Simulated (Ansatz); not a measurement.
# CO2: what the fields show

```cif
data_structure
_symmetry_space_group_name_H-M 'P 1'
_symmetry_Int_Tables_number 1
_cell_length_a 4.2043
_cell_length_b 3.9453
_cell_length_c 5.6110
_cell_angle_alpha 90.000
_cell_angle_beta 90.000
_cell_angle_gamma 90.000
_cell_volume 93.07
loop_
_atom_site_label
_atom_site_type_symbol
_atom_site_fract_x
_atom_site_fract_y
_atom_site_fract_z
_atom_site_occupancy
C1 C 0.00000 0.00000 0.00000 1
C2 C 0.50000 0.50000 0.00000 1
C3 C 0.00000 0.50000 0.50000 1
C4 C 0.50000 0.00000 0.50000 1
O1 O 0.00000 0.23210 0.12285 1
O2 O 0.50000 0.73210 0.12285 1
O3 O 0.00000 0.76790 0.87715 1
O4 O 0.50000 0.26790 0.87715 1
O5 O 0.00000 0.26790 0.62285 1
O6 O 0.50000 0.76790 0.62285 1
O7 O 0.00000 0.73210 0.37715 1
O8 O 0.50000 0.23210 0.37715 1
```

Space group Cmce; a generated structure, not necessarily the stable one; computed pressure about 40 GPa in this cell.

Computed with Ansatz 0.2.0, DFT r2SCAN, scalar-relativistic, plane waves, PAW.

In a PAW calculation such maps are meaningful between the atoms, not at the nuclei.

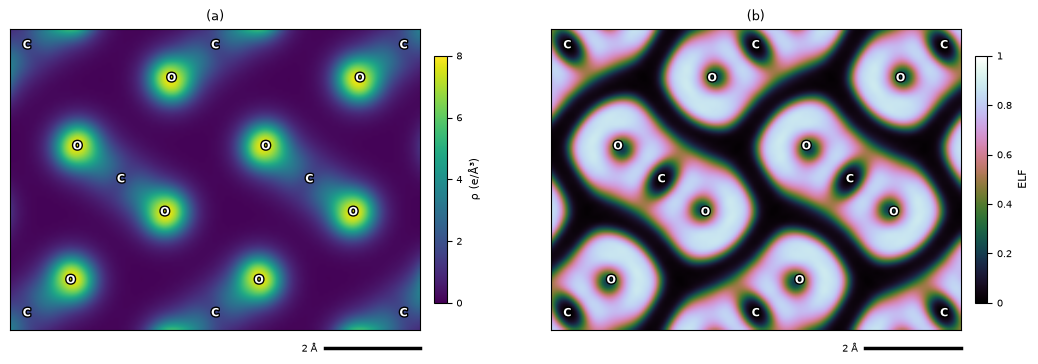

Figure 1. (a) valence pseudo-density; (b) ELF on the (100) plane of the conventional cell.

Q: What does the map show?

A:
- The plane passes through C and O nuclei.
- C–O (1.15 Å): ρ at the midpoint is about 3.8 e/Å³; the ELF peaks at about 0.80 between the atoms (inside overlapping PAW spheres, so only a guide) (a short, multiple covalent bond).
- Between the atoms the lowest density in this plane is 0.06 e/Å³.

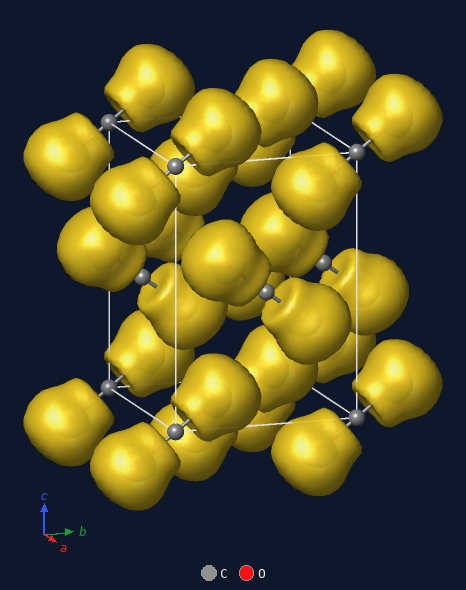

Figure 2. Isosurface of the ELF at 0.7 (yellow), seen slightly off an axis. Core shells and regions of very low density are left out. Sticks mark near contacts.

Q: Describe the localisation domains.

A: The ELF exceeds this value in eight regions on O in which the atom's valence shell and bonds are merged, counted in one cell of 12 atoms. Any copies at cell faces, edges or corners count once.

Q: Does the calculation give a band gap?

A: It is gapped, with a Kohn–Sham gap of 5.5 eV on the k-point mesh, an upper bound to the gap of this method.
